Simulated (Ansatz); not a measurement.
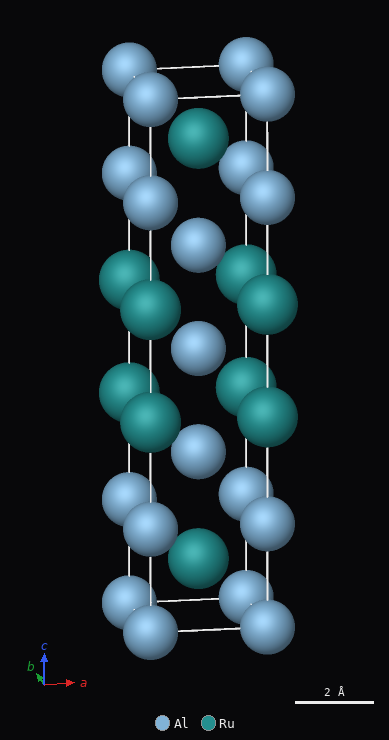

Crystal structure, spheres-only style, seen slightly off an axis. Atoms at the boundary of the conventional unit cell (the box) are drawn once for each face, edge or corner they touch. Cell: a = 3.07 Å, b = 3.07 Å, c = 14.25 Å, α = 90.00°, β = 90.00°, γ = 90.00°.

The model was built from a structure listed in the Materials Project. Earlier steps of the study may have refined or changed the cell and positions. It was run through Ansatz as a DFT input.

### Explain the picture.

Composition: Al3Ru2. Its lattice is body-centred tetragonal, its space group I4/mmm (No. 139). One cell contains 6 Al, 4 Ru, 10 atoms in all.

Computed with Ansatz 0.2.0, DFT PBEsol, scalar-relativistic, plane waves, PAW. Settings: a kinetic-energy cutoff of 420 eV, k-points about 0.18 Å⁻¹ apart, Gaussian smearing of 0.1 eV, no spin polarisation.

### Metal or not?

A metal: bands cross the Fermi level.

### What are the atomic charges by Bader's partition?

Al +1.73 to +1.81 e; Ru -2.63 e.

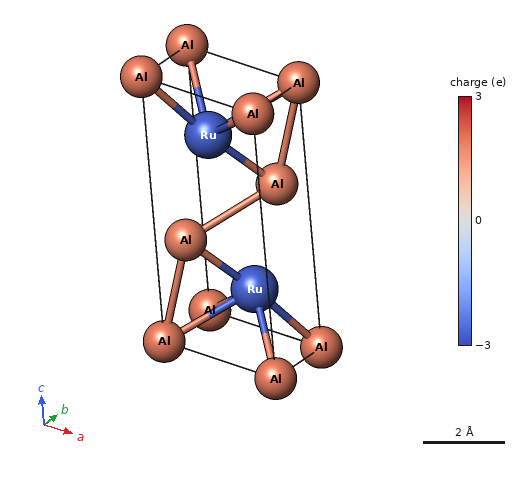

The atoms coloured by those charges. The run's cell of 5 atoms is drawn in a reduced setting, so axes and origin can differ from the first picture.

### Is this the optimised geometry for these settings?

Yes. All forces vanish to within 0.01 eV/Å. The pressure is 0.0 GPa, close to zero.
